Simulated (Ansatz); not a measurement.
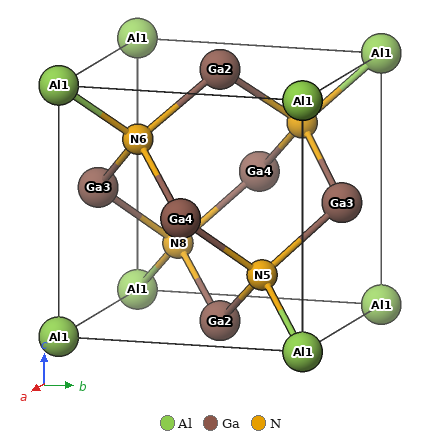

The system is AlGa3N4 (P-43m, No. 215; 8 atoms in the cell); the picture shows the reference structure. 
- The energy is mapped over two homogeneous strains (x, y and z along the cube axes).
- Coordinates scanned: (1) equal engineering shear yz, xz and xy; (2) equal normal strain along x, y and z.
- Nothing is relaxed (fractional coordinates fixed).
- The grid has 7 × 7 points.
- Points are written as (first, second).
- Energies: meV/atom, counted from the lowest grid point.
- Method: DFT LDA, scalar-relativistic, plane waves, PAW (Ansatz 0.2.0). Settings: cutoff 520 eV, k-mesh 6×6×6, gaussian smearing 0.05 eV, no spin polarisation.

Its coordinates:

```
CELL_PARAMETERS angstrom
4.42675 0.00000 0.00000
0.00000 4.42675 0.00000
0.00000 0.00000 4.42675
ATOMIC_POSITIONS crystal
Al 0.00000 0.00000 0.00000
Ga 0.50000 0.50000 0.00000
Ga 0.50000 0.00000 0.50000
Ga 0.00000 0.50000 0.50000
N 0.75481 0.75481 0.24519
N 0.75481 0.24519 0.75481
N 0.24519 0.75481 0.75481
N 0.24519 0.24519 0.24519
```

Range: equal engineering shear yz, xz and xy from −7.00 to 7.00 %; equal normal strain along x, y and z from −3 to 3 %.

> Predict the map.

The lowest grid point is at (0.00 %, 0 %). It is the only kind of minimum in the scanned range. The highest grid point, (−7.00 %, −3 %), lies 219 meV/atom above the lowest. Round the minimum the two coordinates are nearly uncoupled. The gap on the k-mesh is 2.6 eV at the lowest point and runs from 1.6 to 3.2 eV over the map.

```tsv
second ↓, first →	−7.00	−4.67	−2.33	0.00	2.33	4.67	7.00
3	139	88	60	51	59	84	123
2	121	65	33	23	33	60	103
1	113	52	17	6	16	46	94
0	118	51	12	0	11	44	97
−1	137	62	20	6	19	55	113
−2	170	88	41	27	40	80	144
−3	219	129	78	62	77	120	190
```

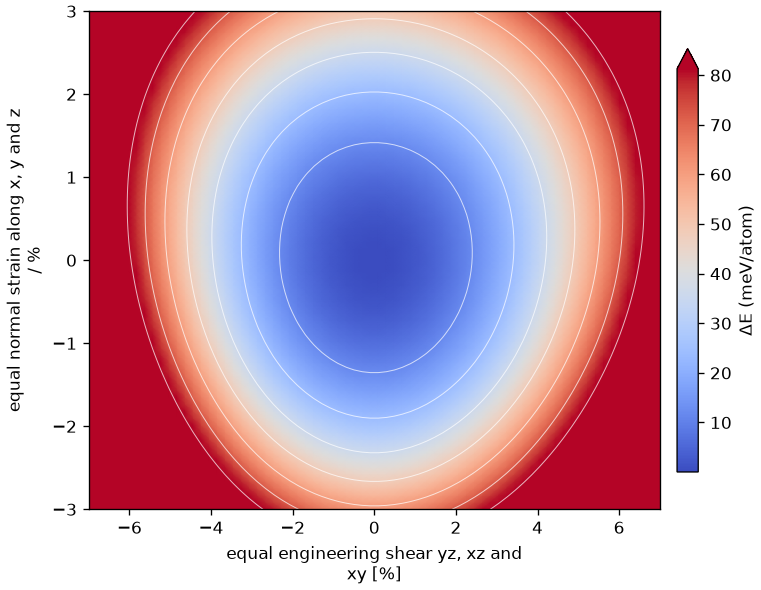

In the figure: a smooth colour map with a few white contour lines, one colour for all values above the top of the scale. Between grid points the surface is interpolated.

Each point was launched as `ansatz run input.yaml --threads 2 --pin off --max-ram 4096MiB --backend cpu --events-out ev --progress --plain --runs-dir out`. Time for the 49 points that were run: 5.7 min on 2 threads of Arm Neoverse V2, on a shared host.

PAW datasets: the set soft_1.
